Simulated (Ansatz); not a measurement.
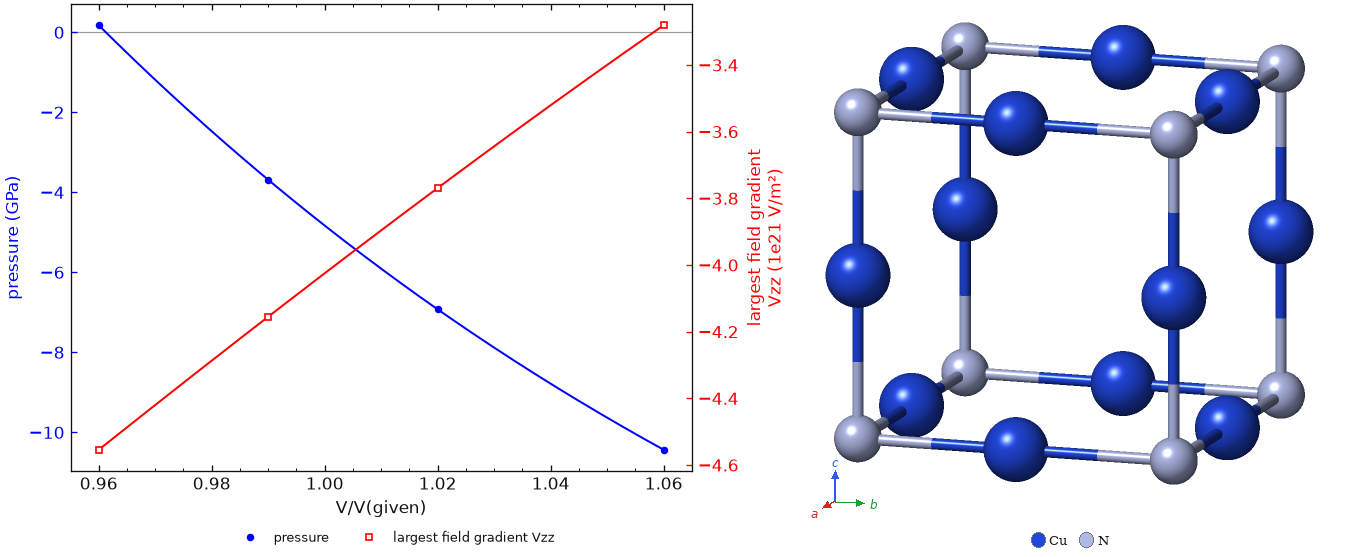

Plotted: pressure and largest field gradient Vzz against V/V(given) for Cu₃N, space group Pm-3m (No. 221). The conventional cell is drawn beside the plot.

Cell as given: a = 3.814 Å, b = 3.814 Å, c = 3.814 Å, α = 90.00°, β = 90.00°, γ = 90.00°; 4 atoms.

Computed with Ansatz 0.2.0: periodic Kohn-Sham DFT of a crystal at fixed atoms, scaled to the stated factor times the given cell; pressure positive in compression. Level: PBEsol.

- method: all-electron PAW
- relativity: scalar
- k mesh: 10×10×10
- occupations: Fermi–Dirac
- smearing width: 0.08 eV
- nucleus: Gaussian

V(given) is 13.87 Å³/atom.

Read off the course of the pressure.

Answer. It falls from 0.2 GPa at V/V(given) 0.96 to −10.4 GPa at 1.06, and changes sign near 0.96.

Read off the course of the largest field gradient Vzz.

Answer. It rises from −4.554 1e21 V/m² at V/V(given) 0.96 to −3.281 1e21 V/m² at 1.06.

Keep in mind: small gap, it may come from the mesh.
